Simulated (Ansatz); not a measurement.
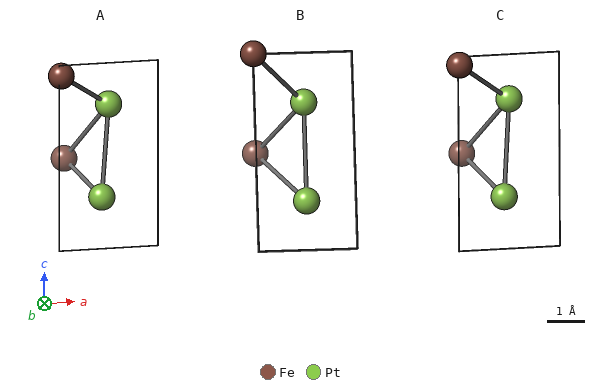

3 geometries from one relaxation of crystalline FePt (a generated structure, set up in P1) (coarse preliminary run), in shuffled order. The picture is a ball-and-stick view of the cell of the calculation, seen along the b axis.

Theory: Ansatz 0.2.0, DFT PBE, scalar-relativistic, plane waves, PAW. Settings: plane-wave cutoff 420 eV; k-point mesh 8 × 6 × 4; occupations gaussian; smearing width 0.2 eV; collinear spin; cell and atoms relaxed; force threshold 0.025 eV/Å; at most 60 steps.

**Order the frames from highest to lowest energy.**

A, C, B. They are steps 0, 1, 7, at +716 meV per atom, +196 meV per atom relative to the last. The largest move relative to the cell is that of a Fe atom, 0.41 Å roughly along [−1 −2 2]. Largest moves by element: Fe 0.41 Å, Pt 0.25 Å. Cell: a 2.740 → 2.734 Å (−0.2 %), b 3.740 → 3.756 Å (+0.4 %), c 5.135 → 5.468 Å (+6.5 %), α 89.1° → 90.0°, β 86.7° → 90.0°, γ 89.1° → 90.0°. Volume +6.9 %. Some distances before and after: Fe–Pt 2.155 → 2.695 Å, Fe–Pt 2.176 → 2.695 Å, Fe–Pt 2.283 → 2.695 Å, Fe–Fe 2.342 → 2.734 Å. The space group (tolerance 0.01 Å) goes from P1 (No. 1) to P4/mmm (No. 123). After 5 accepted moves (7 points after the start) the energy has fallen by 716 meV per atom. Largest force component: 5.4 eV/Å at the start, 0.00048 eV/Å at the end. The pressure goes from 41.66 to 0.00 GPa. At 2 points the geometry stayed and the basis and grid were re-selected for the new cell (energy shift of 1.1 meV per atom at most each time).
